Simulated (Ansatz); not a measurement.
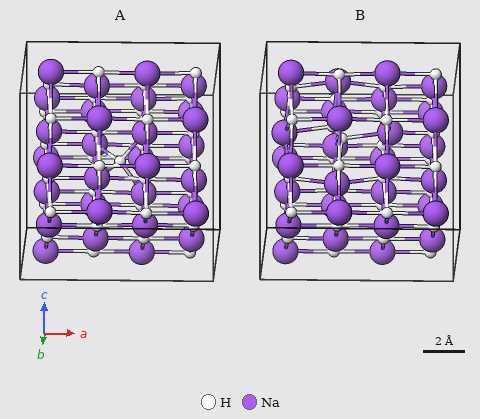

Two geometries of a defect cell of composition H₃₃Na₃₂ (cell charge +1), drawn at one scale. One is the start of a relaxation, the other its converged end. Style: ball-and-stick. Shown: the cell of the calculation (origin shifted), from a free direction.

These are results of DFT, PBEsol, PAW, plane waves in Ansatz, not measurements. (plane-wave cutoff 420 eV; k-point mesh 1 × 1 × 1; mesh shifted by (0.25, 0.25, 0.25); no spin polarisation; atoms relaxed in a fixed cell; force threshold 0.03 eV/Å; at most 80 steps)

**Which geometry has the lower energy?**

Structure B is the relaxed one. The largest move is that of an H atom, 1.63 Å along [−1 −1 1]. By element the largest moves are H 1.63 Å, Na 0.30 Å. The cell doesn't change. Among the contacts that change: H–Na 2.165 → 3.755 Å, H–H 1.999 → 0.768 Å, H–Na 2.350 → 2.924 Å, H–Na 2.343 → 2.872 Å. New bonds form: H–H (2.00 → 0.77 Å). Bonds break: H–Na (2.17 → 3.76 Å). Bond angles that change, for instance: H–Na–H 124.1° → 171.8°, H–Na–H 124.5° → 170.8°, H–Na–H 126.1° → 171.1°. The energy falls by 2.727 eV per cell of the calculation in 14 accepted moves (15 points after the start). Largest force component: 0.6 eV/Å at the start, 0.025 eV/Å at the end. The line search rejected the trial step at point 13 of the run.

Limits of the set-up: the cell is charged, on a uniform background, and energies carry no finite-size correction.
